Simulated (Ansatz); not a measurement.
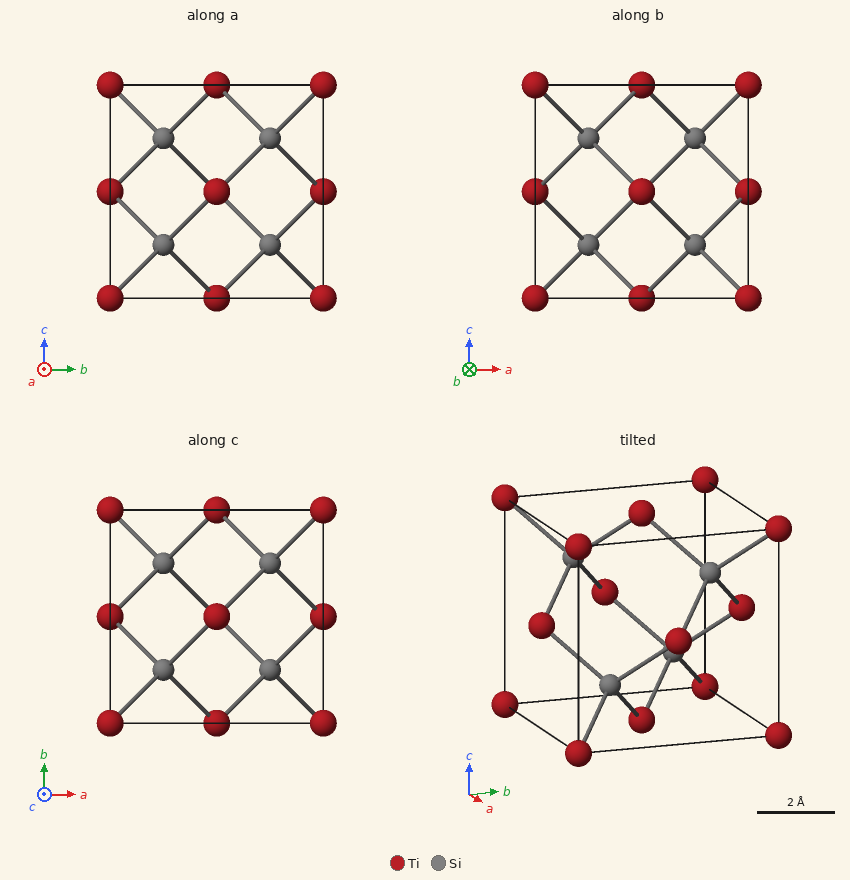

Ball-and-stick representation of a periodic structure, projected along the a axis, along the b axis, along the c axis and slightly off an axis. The lines enclose the conventional unit cell; boundary atoms appear with their images.

Lattice parameters: a = 5.6056 Å, b = 5.6056 Å, c = 5.6056 Å, α = 90.000°, β = 90.000°, γ = 90.000°.

**Record the structure as a CIF in P1 with every atom of the cell.**

```cif
data_structure
_symmetry_space_group_name_H-M 'P 1'
_symmetry_Int_Tables_number 1
_cell_length_a 5.6056
_cell_length_b 5.6056
_cell_length_c 5.6056
_cell_angle_alpha 90.000
_cell_angle_beta 90.000
_cell_angle_gamma 90.000
_cell_volume 176.14
loop_
_atom_site_label
_atom_site_type_symbol
_atom_site_fract_x
_atom_site_fract_y
_atom_site_fract_z
_atom_site_occupancy
Ti1 Ti 0.0000 0.0000 0.0000 1
Si1 Si 0.2500 0.2500 0.7500 1
Ti2 Ti 0.0000 0.5000 0.5000 1
Si2 Si 0.2500 0.7500 0.2500 1
Ti3 Ti 0.5000 0.0000 0.5000 1
Si3 Si 0.7500 0.2500 0.2500 1
Ti4 Ti 0.5000 0.5000 0.0000 1
Si4 Si 0.7500 0.7500 0.7500 1
```

Starting structure: a structure type filled with these elements by a generator (whether the compound takes this form wasn't checked). Earlier steps of the study, as a rule a relaxation of our own, may have changed the cell and positions, so they can lie some per cent off the listed ones. A calculation with Ansatz used it as input.
